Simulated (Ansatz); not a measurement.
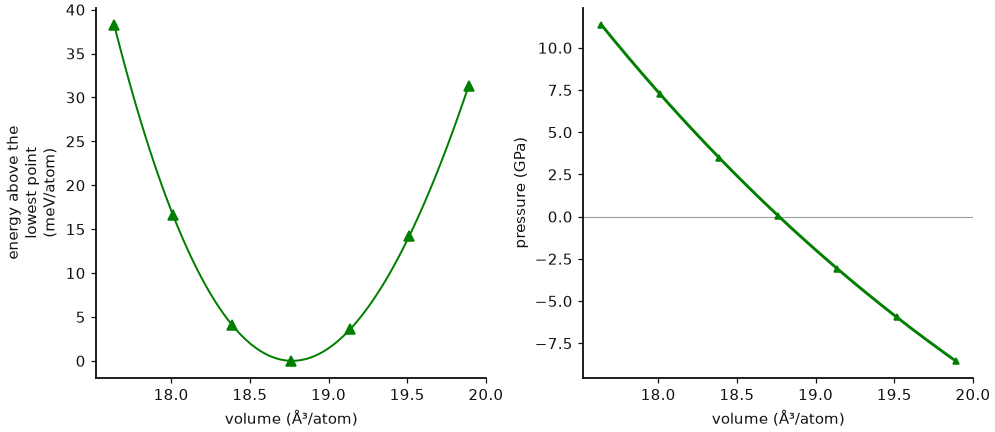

How it was computed, with Ansatz 0.2.0 development build: equation of state of a cubic crystal from periodic Kohn-Sham density functional theory without spin, third-order Birch-Murnaghan fit to the free energies; pressure corrected for the finite basis. Level: PBE.

| setting | value |
| --- | --- |
| structure type | fcc |
| atoms in cell | 1 |
| space group number | 225 |
| lattice centring | face-centred primitive |
| k mesh | 22×22×22 |
| occupation method | Fermi–Dirac |
| occupation width | 0.06123 eV |
| wave cutoff | 420 eV |
| datasets | soft-1 PAW |
| density tolerance | 1e−07 eV |
| bands | 11 |
| density cutoff ratio | 4 |
| search for lower states | default |

Figure. Energy above the lowest point and pressure against volume for Nb, space group Fm-3m (No. 225) (one of a set of cubic test structures, which need not be the stable phase).

A third-order Birch–Murnaghan fit gives V0 = 18.77 Å³/atom, B0 = 164 GPa and B′ = 3.6. The energy above the lowest point is 38.3 meV/atom at volume 17.64 Å³/atom and 31.3 meV/atom at 19.89 Å³/atom; the lowest computed point is at volume 18.76 Å³/atom (0.0 meV/atom), and no other minimum shows. The pressure falls from 11.4 GPa at volume 17.64 Å³/atom to −8.5 GPa at 19.89 Å³/atom, and changes sign near 18.77 Å³/atom.

Caveats: cubic model structure, not the ambient form; modest k-mesh, values are not fully converged in k.
